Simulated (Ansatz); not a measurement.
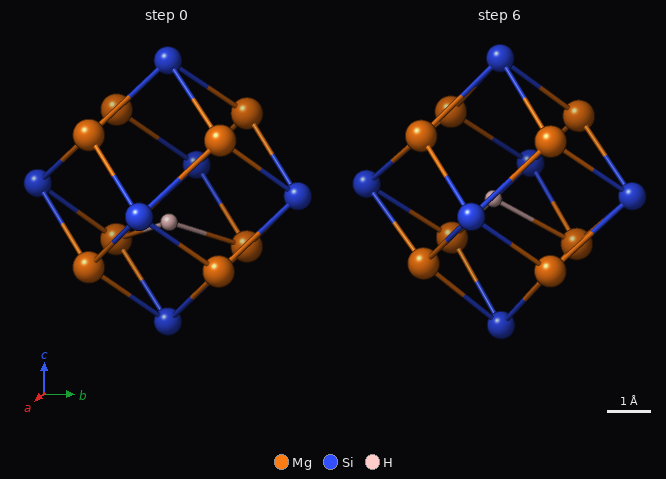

The structure of a defect cell of composition Mg64Si32H before (left) and after (right) a relaxation, at one scale.

The picture is a ball-and-stick view of the atoms within 4.2 Å of the atom that moves most (axes of the cell of the calculation (origin shifted)), seen slightly off an axis.

The atoms of the start lie slightly off their symmetric places, so part of the fall in energy undoes that.

Theory: Ansatz 0.2.0, DFT, PBEsol, PAW, plane waves. Settings: plane-wave cutoff 420 eV; k-point mesh 1 × 1 × 1; mesh shifted by (0.25, 0.25, 0.25); collinear spin; atoms relaxed in a fixed cell; force threshold 0.03 eV/Å; at most 80 steps.

Q: What changed between the two?

A: After 6 geometry steps the energy has fallen by 0.514 eV per cell of the calculation. The largest force component goes from 0.5 to 0.017 eV/Å. The largest move is that of the H atom, 0.61 Å along [−1 −1 2]. Largest moves by element: H 0.61 Å, Mg 0.13 Å, Si 0.11 Å. The cell doesn't change. Among the contacts that change: H–Mg 2.397 → 2.192 Å, H–Mg 2.333 → 2.509 Å, Mg–Si 2.671 → 2.744 Å, Mg–Si 2.795 → 2.724 Å. The program noted that the starting moments weren't kept.
